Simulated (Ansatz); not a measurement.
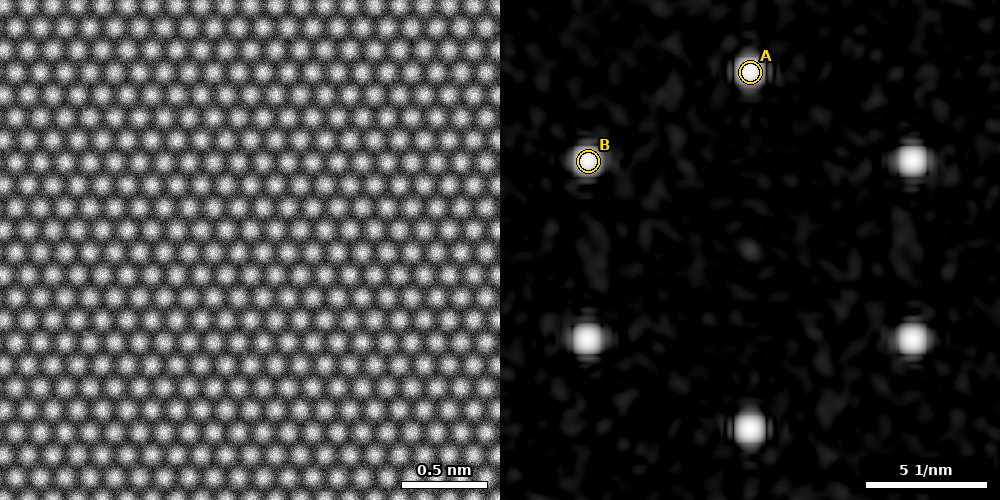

Phase-contrast TEM-like image of Se (P6/mmm, No. 191) along [201]. Simulated in the weak-phase-object approximation with neutral-atom potentials: 200 kV, Cs = −15 µm, defocus +74 Å (negative is underfocus), defocus spread 8 Å, aperture 1.22 1/Å. Shot noise was added. Atomic positions: the geometry relaxed with Ansatz 0.2.0, DFT, PBEsol, plane waves (420 eV) with PAW, scalar-relativistic; the starting structure was generated, so it need not be a known form of this composition.

The right panel is the modulus of the image's Fourier transform on a logarithmic scale.

a = 4.676 Å, b = 4.676 Å, c = 3.133 Å, α = 90.00°, β = 90.00°, γ = 120.00°

Index the marked spots and give their plane spacings (the zone axis points at the viewer; indices equivalent by symmetry, or all signs reversed, are as good).

A: (030), d = 1.35 Å; B: (-1 2 2), d = 1.30 Å. A and B enclose 61°, and every spot obeys the zone law hu + kv + lw = 0 for [201].
